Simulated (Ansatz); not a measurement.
**Electron scattering at the Σ11 (332) boundary in bcc Ta with Co (substitutional)**

How much does the Σ11 (332) boundary in bcc Ta with Co (substitutional) reflect electrons?

Main program and level: Ansatz 0.2.0; Ansatz plane-wave DFT, PBE, PAW files, collinear spin; relaxation of a bicrystal slab with its lowest layers held; PAW set soft_1, in the first sound run; inputs show where later runs differ.

### Step 1. Set-up

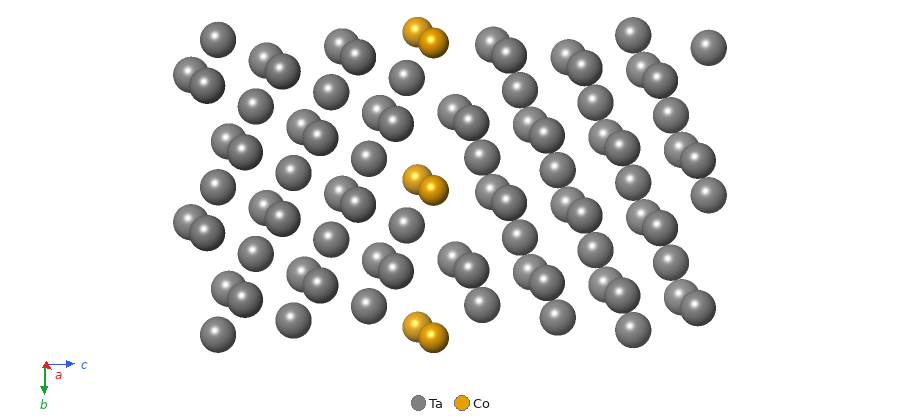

Start, viewed from the side, with the c axis across the page; tantalum grey, cobalt orange. 1×2×1 cells are drawn. Some periodic images of atoms are drawn too.

The cell holds 27 atoms: 26 Ta and 1 Co. Its edges and angles: a = 4.671 Å, b = 5.477 Å, c = 30.011 Å, α = 90.0°, β = 90.0°, γ = 90.0°. It derives from Ta. built on the (3 3 2) plane; 2 overlapping atoms removed and the grains opened by 0 Å. Vacuum lies along c.

### Step 2. Relaxing the bicrystal

The boundary is built by mirroring the lower grain in the boundary plane and removing any atoms that overlap; then the Co is put in at the boundary. A thin bicrystal slab is relaxed first, with the lowest layers held and the upper grain free to shift and open.

The input, input.yaml:

```yaml
crystal:
  lattice:
    - [4.6705251426, 0.0, 0.0]
    - [0.0, 5.4766761838, 0.0]
    - [0.0, 0.0, 30.0109202606]
  atoms:
    - { symbol: Ta, position: [0.0, 0.2727272727, 0.1666060206] }
    - { symbol: Ta, position: [0.5, 1.0, 0.1900677523] }
    - { symbol: Ta, position: [0.0, 0.7272727272, 0.2135294839] }
    - { symbol: Ta, position: [0.5, 0.4545454545, 0.2369912156] }
    - { symbol: Ta, position: [0.0, 0.1818181818, 0.2604529472] }
    - { symbol: Ta, position: [0.5, 0.9090909091, 0.2839146789] }
    - { symbol: Ta, position: [0.0, 0.6363636363, 0.3073764105] }
    - { symbol: Ta, position: [0.5, 0.3636363636, 0.3308381422] }
    - { symbol: Ta, position: [0.0, 0.0909090909, 0.3542998738] }
    - { symbol: Ta, position: [0.5, 0.8181818182, 0.3777616055] }
    - { symbol: Ta, position: [0.0, 0.5454545454, 0.4012233372] }
    - { symbol: Ta, position: [0.5, 0.2727272727, 0.4246850688] }
    - { symbol: Co, position: [0.0, 0.0, 0.4481468005], spin: 2.0 }
    - { symbol: Ta, position: [0.0, 0.5454545454, 0.4950702638] }
    - { symbol: Ta, position: [0.5, 0.8181818182, 0.5185319954] }
    - { symbol: Ta, position: [0.0, 0.0909090909, 0.5419937271] }
    - { symbol: Ta, position: [0.5, 0.3636363636, 0.5654554587] }
    - { symbol: Ta, position: [0.0, 0.6363636363, 0.5889171904] }
    - { symbol: Ta, position: [0.5, 0.9090909091, 0.612378922] }
    - { symbol: Ta, position: [0.0, 0.1818181818, 0.6358406537] }
    - { symbol: Ta, position: [0.5, 0.4545454545, 0.6593023853] }
    - { symbol: Ta, position: [0.0, 0.7272727272, 0.682764117] }
    - { symbol: Ta, position: [0.5, 1.0, 0.7062258486] }
    - { symbol: Ta, position: [0.0, 0.2727272727, 0.7296875803] }
    - { symbol: Ta, position: [0.5, 0.5454545454, 0.7531493119] }
    - { symbol: Ta, position: [0.0, 0.8181818181, 0.7766110436] }
    - { symbol: Ta, position: [0.5, 0.0909090909, 0.8000727752] }
magnetization:
  spin_polarized: true
kpoints:
  mp_grid: { grid: [5, 5, 1] }
hamiltonian:
  xc: pbe
  pseudopotentials: { kind: paw, azcp: { folder: soft_1 } }
scf:
  occupations: { method: fermi_dirac, width: 0.1 }
relax:
  f_tol: 0.03
  max_steps: 80
  constraints: [{ sites: [0, 1, 2, 3, 4] }]
```

Command:

```sh
ansatz run input.yaml --threads 4 --pin off --max-ram 15360MiB --backend cpu --events-out ev --progress --plain --runs-dir out
```

Numbers of over 12 decimals in the logs are rounded to 6 here.

Log:

```text
Engine: ansatz 0.2.0, aarch64-unknown-linux-gnu
Pseudopotentials: kind: paw
Pseudopotential: Ta, paw, valence charge 13, recommended cutoff 420 eV (normal), soft_1/Ta.paw.azcp
Pseudopotential: Co, paw, valence charge 17, recommended cutoff 420 eV (normal), soft_1/Co.paw.azcp
Functional definition: PBE
  parameter kappa = 0.804
  parameter beta = 0.066725
  exchange = pbe_x(kappa = kappa, mu = beta*pi^2/3)
  correlation = pbe_c(beta = beta)
Crystal: 27 atoms, lattice volume = 767.648 Å³
Basis set: ecut = 420 eV, 14945 PW (Γ), exchange–correlation on 64×80×432 points (8 copies of the dense FFT grid, shifted against one another)
Bands: 215, of which v1, the nominal top of the filled ones, is band 178 counted from 1 (177 counted from 0)
Symmetry: 2 space group operations
Space group: Pm (ITA 6), of the structure as read, at distance tolerance 9.2e-5 Å
Magnetic group: BNS 6.18 (UNI 25), of the structure as read, at distance tolerance 9.2e-5 Å
k-points: 9 of 25 (time reversal used)
Non-local potential: Ta, projectors of the file, l = 0: 3, l = 1: 2, l = 2: 2, l = 3: 1
Non-local potential: Co, projectors of the file, l = 0: 3, l = 1: 2, l = 2: 3, l = 3: 1
PAW form: soft (Blöchl's): semilocal exchange-correlation on the pseudo side does not see the compensation charge
PAW one-centre angular grid: Ta, 590 points (default); XC on 64 Gauss nodes
PAW one-centre angular grid: Co, 590 points (default); XC on 64 Gauss nodes
Initial density: superposition of atomic densities (neutral atoms: chi_scale 0, normalization atom)
Starting moments: Σ|m| = 2 μB on 1 of 27 sites
Initial wavefunctions: pseudopotential atomic-orbital guess
Functional: x = pbe(κ = 0.804, μ = 0.219515), c = pbe(β = 0.066725)
SCF iter   1: F=—  HF=-263393.725108 eV  |F-HF|=—  |Δ(HF+E_count)|=         —  Δρ=2.57e-2 (↑2.57e-2 ↓2.55e-2)  dr2=3.22e2  dr2_m=1.59e-2  M=1.575 μB ∫|m|=2.334 μB  β_m=0.30  ethr=3.10e-3  ⟨swp⟩=10.4  Hψ=18519  notcnv=0  defer=1
Mixer restart at iter 1: flushing history
preconditioner: auto → LDOS  [metal: Δε(μ)=0.004 eV  Ē_g=4.207 eV  σ=0.100 eV  W_gap=0.01  n_scr=176 (ndim 8)  ℏωp=15.8 eV  f_vac=0.278  D(μ)=27.03/eV (n_scr^D=198)]
spin=Collinear: LDOS preconditioning applied to the charge; magnetization (m = ρ↑ − ρ↓) channel mixes plain (no charge-response kernel on spin).
SCF iter   2: F=—  HF=-263382.588284 eV  |F-HF|=—  |Δ(HF+E_count)|=    1.11e1  Δρ=1.68e-2 (↑1.68e-2 ↓1.65e-2)  dr2=1.22e2  dr2_m=1.98e-2  M=1.489 μB ∫|m|=2.319 μB  β_m=0.53  ethr=3.10e-3  ⟨swp⟩=4.6  Hψ=6767  notcnv=0  defer=58
SCF iter   3: F=—  HF=-263378.814046 eV  |F-HF|=—  |Δ(HF+E_count)|=    3.77e0  Δρ=9.57e-3 (↑9.35e-3 ↓9.57e-3)  dr2=5.53e1  dr2_m=4.87e-2  M=1.283 μB ∫|m|=2.263 μB  β_m=0.72  ethr=3.10e-3  ⟨swp⟩=9.1  Hψ=14524  notcnv=0  defer=51
SCF iter   4: F=—  HF=-263377.810977 eV  |F-HF|=—  |Δ(HF+E_count)|=    1.00e0  Δρ=3.97e-3 (↑3.28e-3 ↓3.97e-3)  dr2=5.69e-1  dr2_m=4.80e-2  M=1.205 μB ∫|m|=2.221 μB  β_m=0.74  ethr=3.10e-3  ⟨swp⟩=6.3  Hψ=5973  notcnv=0  defer=22
SCF iter   5: F=—  HF=-263377.845234 eV  |F-HF|=—  |Δ(HF+E_count)|=   3.43e-2  Δρ=2.72e-3 (↑2.00e-3 ↓2.72e-3)  dr2=1.71e-1  dr2_m=3.35e-2  M=1.120 μB ∫|m|=2.135 μB  β_m=0.87  ethr=1.60e-4  ⟨swp⟩=3.7  Hψ=6003  notcnv=0  defer=29
SCF iter   6: F=—  HF=-263377.907813 eV  |F-HF|=—  |Δ(HF+E_count)|=         —  Δρ=5.29e-3 (↑4.98e-3 ↓5.29e-3)  dr2=1.81e-1  dr2_m=1.74e-1  M=0.864 μB ∫|m|=1.765 μB  β_m=0.87  ethr=4.83e-5  ⟨swp⟩=2.6  Hψ=7263  notcnv=0  defer=22
SCF iter   7: F=—  HF=-263377.923423 eV  |F-HF|=—  |Δ(HF+E_count)|=   1.56e-2  Δρ=2.89e-3 (↑2.89e-3 ↓2.83e-3)  dr2=3.81e-1  dr2_m=3.02e-2  M=0.783 μB ∫|m|=1.574 μB  β_m=0.94  ethr=4.83e-5  ⟨swp⟩=1.9  Hψ=4388  notcnv=0  defer=23
SCF iter   8: F=—  HF=-263377.908480 eV  |F-HF|=—  |Δ(HF+E_count)|=   1.49e-2  Δρ=1.45e-3 (↑1.45e-3 ↓1.15e-3)  dr2=5.25e-1  dr2_m=5.83e-3  M=0.696 μB ∫|m|=1.389 μB  β_m=0.91  ethr=4.83e-5  ⟨swp⟩=2.1  Hψ=6184  notcnv=0  defer=24
SCF iter   9: F=—  HF=-263377.896020 eV  |F-HF|=—  |Δ(HF+E_count)|=   1.25e-2  Δρ=7.11e-4 (↑4.85e-4 ↓7.11e-4)  dr2=1.61e-1  dr2_m=6.47e-4  M=0.658 μB ∫|m|=1.303 μB  β_m=0.80  ethr=4.83e-5  ⟨swp⟩=1.1  Hψ=3941  notcnv=0  defer=24
SCF iter  10: F=—  HF=-263377.892124 eV  |F-HF|=—  |Δ(HF+E_count)|=   3.90e-3  Δρ=3.33e-4 (↑3.33e-4 ↓2.33e-4)  dr2=2.91e-2  dr2_m=2.44e-4  M=0.642 μB ∫|m|=1.265 μB  β_m=0.90  ethr=4.52e-5  ⟨swp⟩=1.1  Hψ=3871  notcnv=0  defer=23
SCF iter  11: F=—  HF=-263377.891221 eV  |F-HF|=—  |Δ(HF+E_count)|=   9.03e-4  Δρ=1.30e-4 (↑1.15e-4 ↓1.30e-4)  dr2=4.60e-4  dr2_m=1.10e-6  M=0.625 μB ∫|m|=1.217 μB  β_m=0.77  ethr=8.19e-6  ⟨swp⟩=2.0  Hψ=4667  notcnv=0  defer=23
SCF iter  12: F=—  HF=-263377.891147 eV  |F-HF|=—  |Δ(HF+E_count)|=   7.40e-5  Δρ=4.05e-5 (↑4.05e-5 ↓2.66e-5)  dr2=3.62e-5  dr2_m=1.01e-6  M=0.623 μB ∫|m|=1.214 μB  β_m=0.76  ethr=1.30e-7  ⟨swp⟩=2.9  Hψ=7972  notcnv=0  defer=23
SCF iter  13: F=—  HF=-263377.891147 eV  |F-HF|=—  |Δ(HF+E_count)|=   2.76e-7  Δρ=2.31e-5 (↑1.56e-5 ↓2.31e-5)  dr2=3.07e-6  dr2_m=2.40e-6  M=0.621 μB ∫|m|=1.210 μB  β_m=0.78  ethr=1.02e-8  ⟨swp⟩=2.7  Hψ=7434  notcnv=0  defer=23
SCF iter  14: F=-263377.891148 eV  HF=-263377.891148 eV  |F-HF|=1.73e-8  |Δ(HF+E_count)|=   9.71e-7  Δρ=4.19e-6 (↑4.19e-6 ↓4.15e-6)  dr2=4.30e-7  dr2_m=8.46e-8  M=0.620 μB ∫|m|=1.206 μB  ethr=8.65e-10  ⟨swp⟩=1.6  Hψ=11457  notcnv=0
SCF 1 converged in 14 iterations: F = -263377.891148 eV  dr2 = 4.30e-7
  greatest PAW one-centre occupation: 1.000 electrons in one spin orbital (limit 2), on the Co atom at site 12 (counted from 0), in its partial waves of l = 1
relax step   1: F+E_penalty+E_count = -263377.89114831 eV  Δ(F+E_penalty+E_count) = +0.000e0 eV  max|allowed force component| = 1.859e0 eV/Å  Δτ_max = 0.0000 Å  (14 SCF iters, dr2 threshold 2.25e-5 eV, accepted)
Initial density: handed on by an earlier stage of this run
Starting moments: Σ|m| = 2 μB on 1 of 27 sites; this step starts from the density that it was given
Initial wavefunctions: those handed on with the density
iter 1 solved again at ethr=2.59e-3 eV; its pass at ethr=3.10e-3 eV (dr2=9.20e0 eV) is discarded
SCF iter   1: F=—  HF=-263379.362300 eV  |F-HF|=—  |Δ(HF+E_count)|=         —  Δρ=6.61e-3 (↑6.61e-3 ↓6.41e-3)  dr2=9.77e0  dr2_m=4.90e-2  M=0.524 μB ∫|m|=1.025 μB  β_m=0.30  ethr=2.59e-3  ⟨swp⟩=1.8  Hψ=13038  notcnv=0  defer=22
preconditioner: auto → LDOS  [metal: Δε(μ)=0.006 eV  Ē_g=3.663 eV  σ=0.100 eV  W_gap=0.01  n_scr=176 (ndim 8)  ℏωp=15.8 eV  f_vac=0.287  D(μ)=37.12/eV (n_scr^D=352)]
spin=Collinear: LDOS preconditioning applied to the charge; magnetization (m = ρ↑ − ρ↓) channel mixes plain (no charge-response kernel on spin).
[...]
SCF iter   2: F=—  HF=-263380.518361 eV  |F-HF|=—  |Δ(HF+E_count)|=   4.79e-4  Δρ=2.36e-4 (↑2.35e-4 ↓2.36e-4)  dr2=4.45e-3  dr2_m=4.12e-5  M=-0.000 μB ∫|m|=0.000 μB  β_m=0.57  ethr=5.22e-6  ⟨swp⟩=1.4  Hψ=4511  notcnv=0  defer=30
SCF iter   3: F=—  HF=-263380.518358 eV  |F-HF|=—  |Δ(HF+E_count)|=   3.06e-6  Δρ=5.91e-5 (↑5.89e-5 ↓5.91e-5)  dr2=2.31e-4  dr2_m=1.24e-6  M=-0.000 μB ∫|m|=0.000 μB  β_m=0.60  ethr=1.25e-6  ⟨swp⟩=2.0  Hψ=4385  notcnv=0  defer=30
SCF iter   4: F=—  HF=-263380.518370 eV  |F-HF|=—  |Δ(HF+E_count)|=   1.21e-5  Δρ=2.84e-5 (↑2.82e-5 ↓2.84e-5)  dr2=1.85e-5  dr2_m=1.84e-8  M=-0.000 μB ∫|m|=0.000 μB  β_m=0.58  ethr=6.52e-8  ⟨swp⟩=2.0  Hψ=5244  notcnv=0  defer=30
SCF iter   5: F=—  HF=-263380.518373 eV  |F-HF|=—  |Δ(HF+E_count)|=   3.50e-6  Δρ=1.05e-5 (↑1.05e-5 ↓1.04e-5)  dr2=3.50e-6  dr2_m=6.98e-9  M=-0.000 μB ∫|m|=0.000 μB  β_m=0.65  ethr=5.20e-9  ⟨swp⟩=3.0  Hψ=7596  notcnv=0  defer=30
SCF iter   6: F=—  HF=-263380.518375 eV  |F-HF|=—  |Δ(HF+E_count)|=   1.99e-6  Δρ=3.69e-6 (↑3.68e-6 ↓3.69e-6)  dr2=9.57e-7  dr2_m=9.26e-10  M=-0.000 μB ∫|m|=0.000 μB  β_m=0.66  ethr=9.86e-10  ⟨swp⟩=2.0  Hψ=6625  notcnv=0  defer=30
SCF iter   7: F=—  HF=-263380.518376 eV  |F-HF|=—  |Δ(HF+E_count)|=   2.61e-7  Δρ=2.64e-6 (↑2.64e-6 ↓2.56e-6)  dr2=2.47e-7  dr2_m=5.22e-11  M=-0.000 μB ∫|m|=0.000 μB  β_m=0.59  ethr=2.70e-10  ⟨swp⟩=2.0  Hψ=6791  notcnv=0  defer=30
SCF iter   8: F=—  HF=-263380.518376 eV  |F-HF|=—  |Δ(HF+E_count)|=   1.41e-8  Δρ=5.44e-7 (↑5.11e-7 ↓5.44e-7)  dr2=1.21e-8  dr2_m=3.14e-11  M=-0.000 μB ∫|m|=0.000 μB  β_m=0.59  ethr=6.96e-11  ⟨swp⟩=2.3  Hψ=6796  notcnv=0  defer=30
SCF iter   9: F=—  HF=-263380.518376 eV  |F-HF|=—  |Δ(HF+E_count)|=   2.46e-8  Δρ=2.19e-7 (↑2.19e-7 ↓1.99e-7)  dr2=1.53e-9  dr2_m=1.08e-11  M=-0.000 μB ∫|m|=0.000 μB  β_m=0.80  ethr=3.40e-12  ⟨swp⟩=3.3  Hψ=8590  notcnv=0  defer=30
SCF iter  10: F=-263380.518376 eV  HF=-263380.518376 eV  |F-HF|=1.57e-9  |Δ(HF+E_count)|=   4.07e-9  Δρ=2.19e-7 (↑2.01e-7 ↓2.19e-7)  dr2=1.51e-9  dr2_m=7.88e-13  M=-0.000 μB ∫|m|=0.000 μB  ethr=1.00e-12  ⟨swp⟩=1.0  Hψ=12644  notcnv=0
the starting moments were not kept: the SCF closed with an absolute magnetisation of 8.7e-6 μB, where they sum to 2 μB in size (1 site). That is at most 0.1 of that sum. Measured as dr2_m measures the in/out step, that magnetisation stands 3.0e-11 eV from none, at or under the dr2_threshold of 1.0e-7 eV: it is no larger than a step whose dr2_m would equal this threshold.
SCF 18 converged in 10 iterations: F = -263380.518376 eV  dr2 = 1.51e-9
relax step  18: F+E_penalty+E_count = -263380.51837558 eV  Δ(F+E_penalty+E_count) = -1.569e-4 eV  max|allowed force component| = 1.648e-2 eV/Å  Δτ_max = 0.0192 Å  (10 SCF iters, accepted)
SCF converged after 10 iterations
Magnetization: -0.0000 μB (177.5000 up, 177.5000 down)
Absolute magnetization: 0.0000 μB (∫|ρ↑−ρ↓|, with the PAW one-centre terms)
Spin contamination: 0.0000 ħ² per cell (⟨S²⟩ above its minimum at these occupations)
Per-site moments (μB) at R_I (Å): [(-3.161344994160275e-7, 1.179792), (-3.5649294332489355e-8, 1.174353), (3.531582979292179e-8, 1.161602), (-2.8324910567316007e-9, 1.179792), (7.266348668260808e-9, 1.169088), (5.540057568341104e-8, 1.173115), (-2.261385470777535e-8, 1.113886), (4.030046601073546e-8, 1.176371), (1.6227010999094886e-7, 1.029186), (8.492209781794265e-8, 1.160203), (1.1091477375203636e-7, 1.059264), (-9 [...]
Free energy (F): -263380.518376 eV
Harris-Foulkes:  -263380.518376 eV  (|F-HF|=1.57e-9)
Internal energy: -263379.403667 eV  (E = F + TS)
E sigma→0 (E₀):  -263379.961021 eV
Entropy (-TS):   -1.114709 eV (-41.286 meV/atom)
Fermi energy:    10.295835 eV
--- Per-component energies (eV) ---
  E_band       = -5941.493486
  E_kinetic    = 10501.924221
  E_local      = -330481.265790  (includes V_loc(G=0)·N_el)
  E_nonlocal   = 147.532797
  E_hartree    = 161647.480327
  E_xc         = -8430.069541
  E_vxc        = -6173.608923  (∫ρ·V_xc dr)
  E_paw        = -217489.846417  (= ΣΔE_a)
  E_vpaw       = -3231.045901  (= ΣTr[D̂ρ^β])
  E_aug_tail   = 0.002434  (compensation charges beyond the density's cutoff)
  E_ewald      = 120724.838301
  E_smearing   = -1.114709  (= −TS)
  E_closure    = 0.000000  (closes the sum)
  Σ components = -263380.518376   (vs F -263380.518376, Δ=0.00e0)
--- Forces (eV/Å), atoms counted from 1 ---
  atom   1  Ta     0.00000000    -0.24951629     1.89544122
  atom   2  Ta     0.00000000    -0.06866187     0.34629501
  atom   3  Ta    -0.00000000     0.55193697    -0.44489500
  atom   4  Ta    -0.00000000    -0.40385792    -1.03591923
  atom   5  Ta    -0.00000000     0.17225795    -0.76427752
  atom   6  Ta     0.00000000    -0.00091831     0.00457744
  atom   7  Ta     0.00000000     0.00042046     0.00585702
  atom   8  Ta     0.00000000     0.00055194     0.00194367
  atom   9  Ta    -0.00000000    -0.00155945     0.00179997
  atom  10  Ta     0.00000000     0.00296676    -0.00035421
  atom  11  Ta     0.00000000    -0.00052189    -0.01647719
  atom  12  Ta     0.00000000    -0.00154252     0.00185359
  atom  13  Co    -0.00000000     0.00313707    -0.00453961
  atom  14  Ta    -0.00000000    -0.00456976     0.01043266
  atom  15  Ta     0.00000000     0.00185436     0.00373787
  atom  16  Ta    -0.00000000     0.00090891     0.00555524
  atom  17  Ta     0.00000000     0.00064448    -0.00351916
  atom  18  Ta     0.00000000    -0.00383112    -0.00186297
  atom  19  Ta     0.00000000     0.00267684    -0.00671056
  atom  20  Ta     0.00000000    -0.00279698     0.00409937
  atom  21  Ta     0.00000000     0.00096703    -0.00770053
  atom  22  Ta     0.00000000    -0.00412255     0.00820398
  atom  23  Ta     0.00000000     0.00695138    -0.00484483
  atom  24  Ta    -0.00000000     0.00129604     0.00622565
  atom  25  Ta     0.00000000    -0.00110192    -0.00816186
  atom  26  Ta    -0.00000000    -0.00041047     0.00682878
  atom  27  Ta     0.00000000    -0.00316229    -0.00358802
  max |Σ_I F_I| component: 3.12e-6 eV/Å
--- Relaxed structure (18 steps of the walk, 15 accepted, 0 SCFs on fresh bases) ---
  F+E_penalty+E_count = -263380.51837558 eV   max|allowed force component| = 1.648e-2 eV/Å
  atoms:
    - { symbol: Ta, position: [0.0, 0.272727, 0.166606] }
    - { symbol: Ta, position: [0.500000, 1.0, 0.190068] }
    - { symbol: Ta, position: [0.0, 0.727273, 0.213529] }
    - { symbol: Ta, position: [0.500000, 0.454545, 0.236991] }
    - { symbol: Ta, position: [0.0, 0.181818, 0.260453] }
    - { symbol: Ta, position: [0.500000, 0.914033, 0.283624] }
    - { symbol: Ta, position: [-1.0832427900105995e-18, 0.635575, 0.305858] }
    - { symbol: Ta, position: [0.500000, 0.360377, 0.333308] }
    - { symbol: Ta, position: [-3.925777405760138e-19, 0.083280, 0.353750] }
    - { symbol: Ta, position: [0.500000, 0.815075, 0.380070] }
    - { symbol: Ta, position: [-5.076754083081502e-18, 0.539374, 0.394107] }
    - { symbol: Ta, position: [0.500000, 0.253145, 0.433250] }
    - { symbol: Co, position: [-9.619172783868612e-18, -0.021363, 0.434663] }
    - { symbol: Ta, position: [-1.123347026891794e-17, 0.497051, 0.479324] }
    - { symbol: Ta, position: [0.500000, 0.786139, 0.482903] }
    - { symbol: Ta, position: [-1.7986410746955196e-17, 0.041181, 0.516781] }
    - { symbol: Ta, position: [0.500000, 0.323506, 0.536313] }
    - { symbol: Ta, position: [-1.7061982926164907e-17, 0.600162, 0.565000] }
    - { symbol: Ta, position: [0.500000, 0.874240, 0.585223] }
    - { symbol: Ta, position: [-1.8345657806827043e-17, 0.142093, 0.610124] }
    - { symbol: Ta, position: [0.500000, 0.415083, 0.633302] }
    - { symbol: Ta, position: [-1.7997573753315874e-17, 0.686584, 0.657536] }
    - { symbol: Ta, position: [0.500000, 0.961484, 0.678889] }
    - { symbol: Ta, position: [-1.516060060035144e-17, 0.224975, 0.708436] }
    - { symbol: Ta, position: [0.500000, 0.519481, 0.726637] }
    - { symbol: Ta, position: [-1.957156202069924e-17, 0.762487, 0.749176] }
    - { symbol: Ta, position: [0.500000, 0.045584, 0.765295] }
```

Run time: 48 min. Hardware: 4 threads of Arm Neoverse V1, shared host; peak memory 4.2 GiB; 3.1 h of CPU time.

[end of part 1 of 3]

[Logs are printed without paths, hosts, clocks, repeated set-up lines and the standing remarks that a program may print on its own settings, such as how far it seeks lower states.]

[Hosts, paths, dates, database ids (printed as entryN), source tags and the programs' standing remarks are cut or masked in the printed files.]
